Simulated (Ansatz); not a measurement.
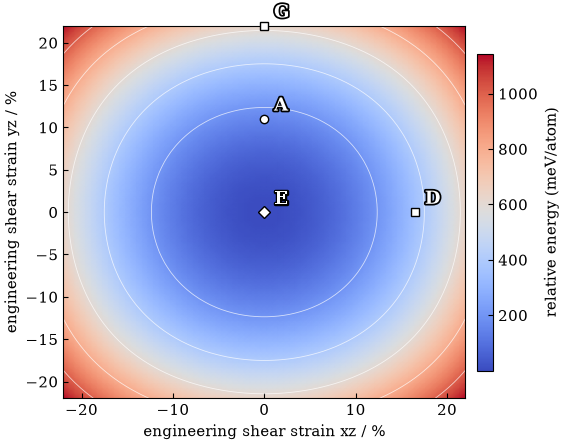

Ir (Fm-3m, No. 225; 1 atom in the cell). The energy is mapped over two homogeneous strains (x, y and z along the cube axes). The first coordinate is: engineering shear strain xz; the second: engineering shear strain yz. Nothing is relaxed (symmetry fixes all fractional coordinates). The scan uses a 9 × 9 grid; 15 points were computed and 66 follow by symmetry. Points are written as (first, second). All energies are given in meV/atom relative to the lowest grid point. The calculation used DFT LDA, scalar-relativistic, plane waves, PAW (Ansatz). Settings: cutoff 420 eV, k-mesh 20×20×20, gaussian smearing 0.15 eV, no spin polarisation.

Drawn: a smooth colour map with a few white contour lines, lettered points. Between grid points the surface is interpolated.

**Is D the lowest point of the computed grid?**

No. D lies 355 meV/atom above the lowest grid point, which is at (0.0 %, 0.0 %).

**What kind of point is each of A, D, E: minimum, saddle, maximum or slope?**

A: on a slope; D: on a slope; E: minimum. (In these two coordinates alone; a stationary point may lie a little off the grid point.)

**Which space group has the cell at each letter?**

A: Immm; D: Immm; E: Fm-3m; G: Immm.

PAW datasets: the set soft_1.
